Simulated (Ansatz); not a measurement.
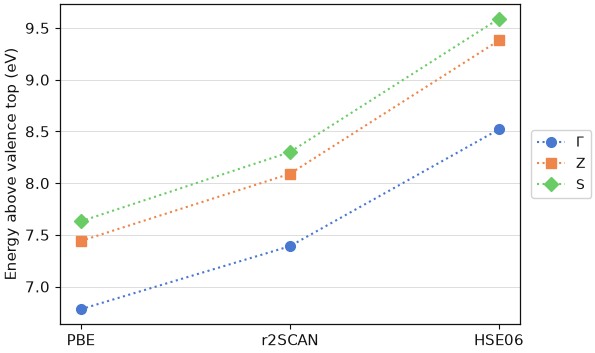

Lowest conduction level at each named k point, counted from the valence-band top at Y, by several methods on one cell of CO₂, space group Cmce, 6 atoms in the primitive cell, relaxed with r2SCAN+rVV10, then under −4.15 % uniaxial y strain; a = 3.49 Å, b = 3.49 Å, c = 6.43 Å, α = 90.00°, β = 90.00°, γ = 81.60°. All runs are without spin-orbit coupling and carry no moments. Points keep the names that they have in the unstrained cell. The names follow the standardised cell of this lattice; in reduced coordinates of the cell that was run, Z is (0, 0, 0.5), S is (0, 0.5, 0) and Y is (0.5, 0.5, 0). The cell is at 6 GPa in PBE.

> Does HSE06 shift these levels rigidly from PBE?

The shifts are +1.74 eV at Γ, +1.94 eV at Z and +1.96 eV at S, and at points that aren't plotted +1.96 eV (Y) and +2.07 eV (T): over the named points that both runs hold, a spread of 0.33 eV on a mean of 1.93 eV, so one shift describes them only roughly.

> How do the methods rank at Γ?

From low to high: PBE 6.78, r2SCAN 7.39, HSE06 8.52 eV.

> Do the methods agree on which of these conduction levels is lowest?

Yes: all put it at Γ.

```csv
method,program,Γ (eV),Z (eV),S (eV)
PBE,Ansatz,6.78,7.44,7.63
r2SCAN,Ansatz,7.39,8.09,8.30
HSE06,Ansatz,8.52,9.38,9.59
```

Settings. PBE: Ansatz PAW set, 8×8×4 k mesh, 420 eV cutoff, Fermi-Dirac smearing of 0.02 eV (Ansatz 0.2.0). r2SCAN: Ansatz PAW set, 8×8×4 k mesh, 500 eV cutoff, fixed occupations (Ansatz). HSE06: Ansatz PAW set, 4×4×2 k mesh, 420 eV cutoff, fixed occupations (Ansatz 0.2.0).

The cell comes from a database of computed structures, and whether it is the stable form of this composition wasn't checked. LDA, GGA and most meta-GGA functionals understate gaps. r2SCAN and HSE06: the PAW data sets were made with another functional. HSE06: the k mesh is coarse, so the values aren't converged, least of all with exact exchange. The names follow the standardised cell of this lattice; in reduced coordinates of the cell that was run, Y is (0.5, 0.5, 0) and T is (0.5, 0.5, 0.5).
